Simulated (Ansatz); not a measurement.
# Geometry relaxation of GeSi (part 2 of 2)

The same run, continued: GeSi (4 atoms in the cell); DFT PBEsol, scalar-relativistic, plane waves, PAW, no spin polarisation (Ansatz 0.2.0); cutoff 420 eV, 12×12×6 k-mesh, fixed occupations. The structure derives from a Materials Project entry. It belongs to a series of runs on one base structure; here: elastic and piezoelectric constants, atoms relaxed.

Geometry of the input (Å; fractional positions):
```
3.8289  0.0000  0.0000
-1.9144  3.3159  0.0000
0.0000  0.0000  6.3320
Si 0.6667  0.3333  0.8743
Si 0.3333  0.6667  0.3743
Ge 0.6667  0.3333  0.5007
Ge 0.3333  0.6667  0.0007
```

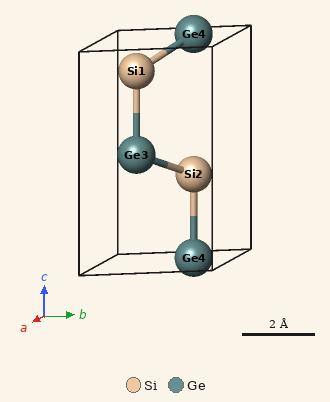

The geometry at step 1 of the log (ball-and-stick view of the cell of the calculation, seen slightly off an axis; atoms are numbered from 1 in the order of the input).

Output, continued:
```
  k-point 75: bands = ["-16.2918", "-16.2918", "-16.2814", "-16.2814", "-16.2799", "-16.2799", "-16.2547", "-16.2547", "-16.2545", "-16.2545", "-1.3546", "-1.3546", "0.3440", "0.3440", "3.5001", "3.5001", "6.1070", "6.1070", "9.7108", "9.7108", "11.9865", "11.9865"]
--- Elastic constants: 3 strain directions × 2 members + reference (group order 12) ---
  dense FFT box of the reference and of every strained cell: 27×27×45
  strains applied: 11, 33, 23; error gains: componentwise 1.00 (the most a stress slope's error grows in a printed constant), spectral 1.41 (1 for all six strains in a standard setting)
  reference relaxed by the batch: 2 steps; max|allowed force component| 2.15e-4 eV/Å at the deck's positions, 4.35e-5 at the last accepted step, 4.35e-5 by the solve of record
  largest displacement 6.3e-6 Å; the constants are those of the deck's cell at these positions:
  atoms:
    - { symbol: Si, position: [0.6666666666666667, 0.33333333333333326, 0.8743214700679872] }
    - { symbol: Si, position: [0.3333333333333333, 0.6666666666666666, 0.3743214700679873] }
    - { symbol: Ge, position: [0.6666666666666667, 0.33333333333333326, 0.5006775299320128] }
    - { symbol: Ge, position: [0.3333333333333333, 0.6666666666666666, 0.0006775299320127293] }
  C = ∂σ_k/∂η_j (tension-positive GPa; Voigt order 11 22 33 23 13 12):
       192.295     64.916     46.889      0.000      0.000     -0.000
        64.916    192.295     46.889     -0.000     -0.000      0.000
        46.895     46.895    222.012     -0.000     -0.000      0.000
        -0.000     -0.000     -0.000     45.278      0.000      0.000
         0.000     -0.000      0.000      0.000     45.278     -0.000
         0.000     -0.000      0.000      0.000      0.000     63.689
  reference stress σ⁰ (GPa):     -4.992     -4.992     -5.001     -0.000     -0.000     -0.000
  C* (energy form; C + prestress term) asymmetry max|C*_kj − C*_jk| = 2.648e-3 GPa — a small one proves nothing (zero by symmetry where the batch's group is 432, −43m or m−3m); a large one is finite-difference/SCF noise where every solve meets its electron count
  moduli (Voigt/Reuss/Hill, GPa): K = 102.67/102.61/102.64   G = 60.71/57.30/59.00   E = 148.55   ν = 0.259
  mechanically stable: yes (min eigenvalue of sym C = 45.28 GPa)
  e, the proper piezoelectric tensor (elastic.mode: relaxed_ion; C/m²; rows x y z; Voigt order 11 22 33 23 13 12):
      -0.00000    0.00000    0.00000   -0.00000   -0.00568   -0.00000
       0.00000    0.00000    0.00000   -0.00568   -0.00000    0.00000
      -0.00619   -0.00619    0.00131    0.00000    0.00000    0.00000
  ±, each entry's uncertainty from the finite density of the strings (C/m²), an estimate: the size of the correction for it that the entry includes:
       0.00000    0.00000    0.00000    0.00000    0.00054    0.00000
       0.00000    0.00000    0.00000    0.00054    0.00000    0.00000
       0.00097    0.00097    0.00102    0.00000    0.00000    0.00000
  the group's symmetry takes up to 3.1e-8 C/m² out of the measured responses: error of the strings' finite density and of the mesh across them, as far as it breaks the symmetry (raise kpoints.mp_grid and any string_points); the largest step of a string from the reference is 0.011 rad
  strain η (Voigt 11):  stress-route row diagonal C_11 = 192.29 GPa, energy-path curvature d²(F+E_count+ΔE)/dδ²/Ω₀ = 192.03 GPa
         δ    σ_11 (GPa)             F (eV)   n_scf  n_hpsi   n_pw
    -2.000e-3      -5.3781       -9749.7941178       6   49771   1587   relax 5 steps, max|allowed force component| 9.18e-6 eV/Å
     2.000e-3      -4.6089       -9749.8041387       6   49369   1597   relax 5 steps, max|allowed force component| 9.39e-6 eV/Å
  strain η (Voigt 33):  stress-route row diagonal C_33 = 222.01 GPa, energy-path curvature d²(F+E_count+ΔE)/dδ²/Ω₀ = 221.44 GPa
         δ    σ_33 (GPa)             F (eV)   n_scf  n_hpsi   n_pw
    -2.000e-3      -5.4473       -9749.7940727       6   22317   1591   relax 3 steps, max|allowed force component| 1.37e-5 eV/Å
     2.000e-3      -4.5592       -9749.8041146       6   22432   1597   relax 3 steps, max|allowed force component| 1.29e-5 eV/Å
  strain η (Voigt 23):  stress-route row diagonal C_44 = 45.28 GPa, energy-path curvature d²(F+E_count+ΔE)/dδ²/Ω₀ = 47.46 GPa
         δ    σ_23 (GPa)             F (eV)   n_scf  n_hpsi   n_pw
    -2.000e-3      -0.0906       -9749.7992714       9   86517   1594   relax 3 steps, max|allowed force component| 4.63e-6 eV/Å
     2.000e-3       0.0906       -9749.7992714       9   86502   1594   relax 3 steps, max|allowed force component| 4.63e-6 eV/Å
--- Formal polarisation (Berry phase): one branch of a lattice of values; only differences between neighbouring runs are physical ---
  axis  mesh            electronic          ionic      p = total  spread (rad)  least overlap  resolved gap  δp at fixed H ≤   (phases in cycles; p mod 2; gap in eV; gap and δp judge the states as solved, not the mesh's step, its correction or the SCF's stop)
  b1    12×12×6        -0.00000000    18.00000000    18.00000000      0.000000         0.8688        0.5632           8.0e-6
  b2    12×12×6        -0.00000000    18.00000000    18.00000000      0.000000         0.8688        0.5632           8.0e-6
  b3    12×12×6         0.98990912    12.01354260    13.00345172      0.013542         0.8511        0.5632           5.9e-6
  quantum along a1:   0.09525465 e/Å² =   152.614779 µC/cm²
  quantum along a2:   0.09525465 e/Å² =   152.614779 µC/cm²
  quantum along a3:   0.15752625 e/Å² =   252.384873 µC/cm²
  P = (  0.42864594,   0.74243654,   1.02419248) e/Å² = (  686.766507,  1189.514483,  1640.937255) µC/cm²  (mod the quanta)
```

File elastic.tsv:
```
# convention: tension-positive GPa; Voigt order 11 22 33 23 13 12; engineering shear strains; stresses and constants hold the Pulay correction, whose part of sigma0, of c and of each member's stress the lines and columns named pulay_correction_..._gpa give (of c_energy it is that of c and, on the columns of strains 1 to 3, that of sigma0; of a layer's constants it is that of c in the plane, times a tenth of its plane spacing in ang); where a line pulay_correction_withheld stands none holds it
# sigma0_gpa = -4.9917983169e0 -4.9917983169e0 -5.0010636484e0 -1.1580555915e-17 -0.0000000000e0 -9.2644447322e-16
# pulay_correction_sigma0_gpa = -2.9565705005e-2 -2.9565705005e-2 -2.8674159980e-2 -5.6545683180e-21 4.2409262385e-21 -2.2052816440e-19
# reference_relaxation: steps = 2	allowed_force_max_ev_ang = 4.3513707799e-5	allowed_force_max_at_the_deck_ev_ang = 2.1450302459e-4	allowed_force_max_of_the_record_solve_ev_ang = 4.3513901309e-5	largest_displacement_ang = 6.3074939654e-6
# c_energy_asymmetry_gpa = 2.6481964025e-3
# group_order = 12
# error_gain_componentwise = 1.0000000000e0	error_gain_spectral = 1.4142135624e0
# k_voigt_gpa = 1.0266696597e2	k_reuss_gpa = 1.0260781454e2	k_hill_gpa = 1.0263739025e2
# g_voigt_gpa = 6.0709181801e1	g_reuss_gpa = 5.7299073839e1	g_hill_gpa = 5.9004127820e1
# youngs_gpa = 1.4854686874e2	poisson = 2.5878370061e-1
# min_eigenvalue_gpa = 4.5278017572e1	stable = true
# piezoelectric_x_c_per_m2 = -5.1769119122e-26 1.7256373041e-26 0.0000000000e0 -1.2964442146e-20 -5.6825119850e-3 -1.3805098433e-25
# piezoelectric_y_c_per_m2 = 0.0000000000e0 0.0000000000e0 2.7610196865e-25 -5.6825119850e-3 -1.2964442146e-20 0.0000000000e0
# piezoelectric_z_c_per_m2 = -6.1927327014e-3 -6.1927327014e-3 1.3113977425e-3 3.4512746082e-26 9.5792113357e-43 1.4019325402e-19
# piezoelectric_strings_term_x_c_per_m2 = 7.7653678683e-26 -2.5884559561e-26 2.0707647649e-25 -1.9544398352e-20 -5.4117932576e-4 -5.3883063763e-42
# piezoelectric_strings_term_y_c_per_m2 = -1.2079461129e-25 2.2433284953e-25 3.4512746082e-26 -5.4117932576e-4 -2.4068053006e-20 6.9025492163e-26
# piezoelectric_strings_term_z_c_per_m2 = 9.6992366352e-4 9.6992366352e-4 1.0152508303e-3 5.3926165752e-28 1.4967517712e-44 -3.1112736726e-20
# piezoelectric_unresolved_by_strings =
# piezoelectric_mode = relaxed_ion
# piezoelectric_residual_c_per_m2 = 3.1403125033e-8	largest_string_step_rad = 1.0807493323e-2	self_consistent = true
# k	c_k1_gpa	c_k2_gpa	c_k3_gpa	c_k4_gpa	c_k5_gpa	c_k6_gpa	c_energy_k1_gpa	c_energy_k2_gpa	c_energy_k3_gpa	c_energy_k4_gpa	c_energy_k5_gpa	c_energy_k6_gpa	pulay_correction_c_k1_gpa	pulay_correction_c_k2_gpa	pulay_correction_c_k3_gpa	pulay_correction_c_k4_gpa	pulay_correction_c_k5_gpa	pulay_correction_c_k6_gpa
1	1.9229486762e2	6.4916383648e1	4.6888632619e1	1.3786343543e-25	3.8264790066e-42	-3.8692337031e-15	1.8730306930e2	5.9924585331e1	4.1896834302e1	1.3786343543e-25	3.8264790066e-42	-3.8692337031e-15	5.5560672308e-2	6.5619824481e-2	5.8792793464e-2	0.0000000000e0	0.0000000000e0	1.9271154828e-18
2	6.4916383648e1	1.9229486762e2	4.6888632619e1	-2.0679515314e-25	-5.7397185099e-42	4.9694241559e-15	5.9924585331e1	1.8730306930e2	4.1896834302e1	-2.0679515314e-25	-5.7397185099e-42	4.9694241559e-15	6.5619824481e-2	5.5560672308e-2	5.8792793464e-2	0.0000000000e0	0.0000000000e0	-3.3968076833e-18
3	4.6895249754e1	4.6895249754e1	2.2201242642e2	-5.5145374170e-25	-1.5305916026e-41	2.6671778383e-15	4.1894186106e1	4.1894186106e1	2.1701136277e2	-5.5145374170e-25	-1.5305916026e-41	2.6671778383e-15	4.8799548070e-2	4.8799548070e-2	1.1597322748e-1	0.0000000000e0	0.0000000000e0	1.2397804031e-18
4	-2.6295363507e-31	-1.3147681754e-30	-5.2590727015e-31	4.5278017572e1	6.6459849399e-16	1.8246073754e-47	-1.1580555915e-17	-1.1580555915e-17	-1.1580555915e-17	4.5278017572e1	6.6459849399e-16	1.8246073754e-47	2.0543252740e-32	-2.8760553836e-32	3.8518598888e-34	4.3581988283e-3	-5.9736044954e-20	-1.6434602192e-32
5	2.3665827157e-30	-7.8886090522e-31	1.3147681754e-31	1.2567174405e-15	4.5278017572e1	-1.6421466379e-46	2.3665827157e-30	-7.8886090522e-31	1.3147681754e-31	1.2567174405e-15	4.5278017572e1	-1.6421466379e-46	9.2444637331e-33	-3.0814879110e-33	0.0000000000e0	1.2096431713e-19	4.3581988283e-3	-2.4651903288e-32
6	9.2052317319e-16	-3.0684105773e-16	8.8817842027e-16	0.0000000000e0	0.0000000000e0	6.3689241984e1	-5.9213000297e-18	-1.2332855310e-15	-3.8266052947e-17	0.0000000000e0	0.0000000000e0	6.3689241984e1	3.5604445051e-20	3.4575788036e-18	5.7824115865e-19	0.0000000000e0	0.0000000000e0	-5.0295760863e-3
```

Trajectory as extended XYZ (Å, eV, eV/Å), 19 of the 24 frames kept, from step=1 to step=3:
```
4
Lattice="3.8289 0.0000 0.0000 -1.9144 3.3159 0.0000 0.0000 0.0000 6.3320" Properties=species:S:1:pos:R:3:forces:R:3 step=1 energy=-9749.79932
Si    1.9144    1.1053    5.5362    0.0000   0.0000  -0.0002
Si    0.0000    2.2106    2.3702    0.0000   0.0000  -0.0002
Ge    1.9144    1.1053    3.1703    0.0000   0.0000   0.0002
Ge    0.0000    2.2106    0.0043    0.0000   0.0000   0.0002
4
Lattice="3.8289 0.0000 0.0000 -1.9144 3.3159 0.0000 0.0000 0.0000 6.3320" Properties=species:S:1:pos:R:3:forces:R:3 step=2 energy=-9749.79932
Si    1.9144    1.1053    5.5362    0.0000   0.0000   0.0000
Si    0.0000    2.2106    2.3702    0.0000   0.0000   0.0000
Ge    1.9144    1.1053    3.1703    0.0000   0.0000   0.0000
Ge    0.0000    2.2106    0.0043    0.0000   0.0000   0.0000
4
Lattice="3.8289 0.0000 0.0000 -1.9144 3.3159 0.0000 0.0000 0.0000 6.3320" Properties=species:S:1:pos:R:3:forces:R:3 step=2 energy=-9749.79412
Si    1.9106    1.1047    5.5358    0.0000  -0.0040  -0.0028
Si    0.0000    2.2112    2.3698    0.0000   0.0040  -0.0028
Ge    1.9106    1.1047    3.1707    0.0000  -0.0042   0.0028
Ge    0.0000    2.2112    0.0047    0.0000   0.0042   0.0028
4
Lattice="3.8289 0.0000 0.0000 -1.9144 3.3159 0.0000 0.0000 0.0000 6.3320" Properties=species:S:1:pos:R:3:forces:R:3 step=3 energy=-9749.79412
Si    1.9106    1.1047    5.5357    0.0000   0.0001   0.0000
Si    0.0000    2.2112    2.3697    0.0000  -0.0001   0.0000
Ge    1.9106    1.1045    3.1708    0.0000  -0.0001   0.0000
Ge    0.0000    2.2115    0.0048    0.0000   0.0001   0.0000
4
Lattice="3.8289 0.0000 0.0000 -1.9144 3.3159 0.0000 0.0000 0.0000 6.3320" Properties=species:S:1:pos:R:3:forces:R:3 step=4 energy=-9749.79412
Si    1.9106    1.1047    5.5357    0.0000   0.0001   0.0000
Si    0.0000    2.2112    2.3697    0.0000  -0.0001   0.0000
Ge    1.9106    1.1044    3.1708    0.0000   0.0000   0.0000
Ge    0.0000    2.2115    0.0048    0.0000   0.0000   0.0000
4
Lattice="3.8289 0.0000 0.0000 -1.9144 3.3159 0.0000 0.0000 0.0000 6.3320" Properties=species:S:1:pos:R:3:forces:R:3 step=5 energy=-9749.79412
Si    1.9106    1.1048    5.5357    0.0000   0.0000   0.0000
Si    0.0000    2.2111    2.3697    0.0000   0.0000   0.0000
Ge    1.9106    1.1043    3.1708    0.0000   0.0000   0.0000
Ge    0.0000    2.2116    0.0048    0.0000   0.0000   0.0000
4
Lattice="3.8289 0.0000 0.0000 -1.9144 3.3159 0.0000 0.0000 0.0000 6.3320" Properties=species:S:1:pos:R:3:forces:R:3 step=2 energy=-9749.80414
Si    1.9183    1.1059    5.5366    0.0000   0.0038   0.0027
Si    0.0000    2.2100    2.3706    0.0000  -0.0038   0.0027
Ge    1.9183    1.1059    3.1699    0.0000   0.0041  -0.0027
Ge    0.0000    2.2100    0.0039    0.0000  -0.0041  -0.0027
4
Lattice="3.8289 0.0000 0.0000 -1.9144 3.3159 0.0000 0.0000 0.0000 6.3320" Properties=species:S:1:pos:R:3:forces:R:3 step=3 energy=-9749.80414
Si    1.9183    1.1059    5.5367    0.0000  -0.0001   0.0000
Si    0.0000    2.2100    2.3707    0.0000   0.0001   0.0000
Ge    1.9183    1.1061    3.1698    0.0000   0.0001   0.0000
Ge    0.0000    2.2098    0.0038    0.0000  -0.0001   0.0000
4
Lattice="3.8289 0.0000 0.0000 -1.9144 3.3159 0.0000 0.0000 0.0000 6.3320" Properties=species:S:1:pos:R:3:forces:R:3 step=4 energy=-9749.80414
Si    1.9183    1.1059    5.5367    0.0000  -0.0001   0.0000
Si    0.0000    2.2100    2.3707    0.0000   0.0001   0.0000
Ge    1.9183    1.1062    3.1698    0.0000   0.0000   0.0000
Ge    0.0000    2.2097    0.0038    0.0000   0.0000   0.0000
4
Lattice="3.8289 0.0000 0.0000 -1.9144 3.3159 0.0000 0.0000 0.0000 6.3320" Properties=species:S:1:pos:R:3:forces:R:3 step=1 energy=-9749.79403
Si    1.9144    1.1053    5.5251    0.0000   0.0000   0.0247
Si    0.0000    2.2106    2.3655    0.0000   0.0000   0.0247
Ge    1.9144    1.1053    3.1639    0.0000   0.0000  -0.0247
Ge    0.0000    2.2106    0.0043    0.0000   0.0000  -0.0247
4
Lattice="3.8289 0.0000 0.0000 -1.9144 3.3159 0.0000 0.0000 0.0000 6.3320" Properties=species:S:1:pos:R:3:forces:R:3 step=2 energy=-9749.79407
Si    1.9144    1.1053    5.5258    0.0000   0.0000   0.0051
Si    0.0000    2.2106    2.3662    0.0000   0.0000   0.0051
Ge    1.9144    1.1053    3.1632    0.0000   0.0000  -0.0051
Ge    0.0000    2.2106    0.0036    0.0000   0.0000  -0.0051
4
Lattice="3.8289 0.0000 0.0000 -1.9144 3.3159 0.0000 0.0000 0.0000 6.3320" Properties=species:S:1:pos:R:3:forces:R:3 step=3 energy=-9749.79407
Si    1.9144    1.1053    5.5260    0.0000   0.0000   0.0000
Si    0.0000    2.2106    2.3664    0.0000   0.0000   0.0000
Ge    1.9144    1.1053    3.1630    0.0000   0.0000   0.0000
Ge    0.0000    2.2106    0.0034    0.0000   0.0000   0.0000
4
Lattice="3.8289 0.0000 0.0000 -1.9144 3.3159 0.0000 0.0000 0.0000 6.3320" Properties=species:S:1:pos:R:3:forces:R:3 step=1 energy=-9749.80407
Si    1.9144    1.1053    5.5473    0.0000   0.0000  -0.0240
Si    0.0000    2.2106    2.3749    0.0000   0.0000  -0.0240
Ge    1.9144    1.1053    3.1766    0.0000   0.0000   0.0240
Ge    0.0000    2.2106    0.0043    0.0000   0.0000   0.0240
4
Lattice="3.8289 0.0000 0.0000 -1.9144 3.3159 0.0000 0.0000 0.0000 6.3320" Properties=species:S:1:pos:R:3:forces:R:3 step=3 energy=-9749.80412
Si    1.9144    1.1053    5.5464    0.0000   0.0000   0.0000
Si    0.0000    2.2106    2.3740    0.0000   0.0000   0.0000
Ge    1.9144    1.1053    3.1775    0.0000   0.0000   0.0000
Ge    0.0000    2.2106    0.0052    0.0000   0.0000   0.0000
4
Lattice="3.8289 0.0000 0.0000 -1.9144 3.3159 0.0000 0.0000 0.0000 6.3320" Properties=species:S:1:pos:R:3:forces:R:3 step=1 energy=-9749.79925
Si    1.9144    1.0998    5.5351    0.0000  -0.0150  -0.0001
Si    0.0000    2.2082    2.3680    0.0000  -0.0151  -0.0001
Ge    1.9144    1.1021    3.1692    0.0000   0.0151   0.0001
Ge    0.0000    2.2106    0.0021    0.0000   0.0150   0.0001
4
Lattice="3.8289 0.0000 0.0000 -1.9144 3.3159 0.0000 0.0000 0.0000 6.3320" Properties=species:S:1:pos:R:3:forces:R:3 step=2 energy=-9749.79927
Si    1.9144    1.0993    5.5351    0.0000  -0.0033   0.0000
Si    0.0000    2.2078    2.3680    0.0000  -0.0034   0.0000
Ge    1.9144    1.1026    3.1692    0.0000   0.0034   0.0000
Ge    0.0000    2.2110    0.0021    0.0000   0.0033   0.0000
4
Lattice="3.8289 0.0000 0.0000 -1.9144 3.3159 0.0000 0.0000 0.0000 6.3320" Properties=species:S:1:pos:R:3:forces:R:3 step=3 energy=-9749.79927
Si    1.9144    1.0992    5.5351    0.0000   0.0000   0.0000
Si    0.0000    2.2077    2.3680    0.0000   0.0000   0.0000
Ge    1.9144    1.1027    3.1692    0.0000   0.0000   0.0000
Ge    0.0000    2.2112    0.0021    0.0000   0.0000   0.0000
4
Lattice="3.8289 0.0000 0.0000 -1.9144 3.3159 0.0000 0.0000 0.0000 6.3320" Properties=species:S:1:pos:R:3:forces:R:3 step=2 energy=-9749.79927
Si    1.9144    1.1113    5.5373    0.0000   0.0034   0.0000
Si    0.0000    2.2134    2.3724    0.0000   0.0033   0.0000
Ge    1.9144    1.1080    3.1714    0.0000  -0.0033   0.0000
Ge    0.0000    2.2102    0.0065    0.0000  -0.0034   0.0000
4
Lattice="3.8289 0.0000 0.0000 -1.9144 3.3159 0.0000 0.0000 0.0000 6.3320" Properties=species:S:1:pos:R:3:forces:R:3 step=3 energy=-9749.79927
Si    1.9144    1.1114    5.5373    0.0000   0.0000   0.0000
Si    0.0000    2.2135    2.3724    0.0000   0.0000   0.0000
Ge    1.9144    1.1079    3.1714    0.0000   0.0000   0.0000
Ge    0.0000    2.2101    0.0065    0.0000   0.0000   0.0000
```

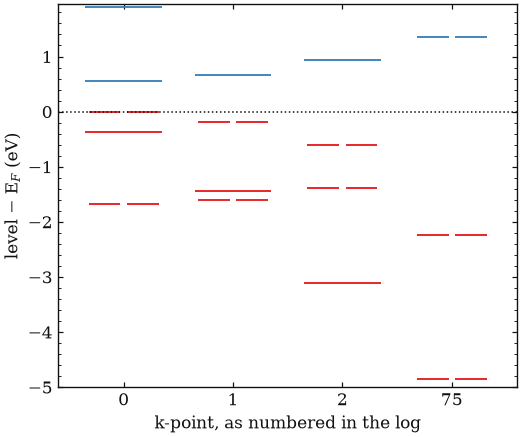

Kohn–Sham levels near the Fermi level (dotted) at the few k-points that the log prints; levels within 0.02 eV of each other stand side by side. Among these points the highest filled and lowest empty levels are 0.56 eV apart; the gap on the full mesh, 0.25 eV, has an edge at a point that isn't printed.
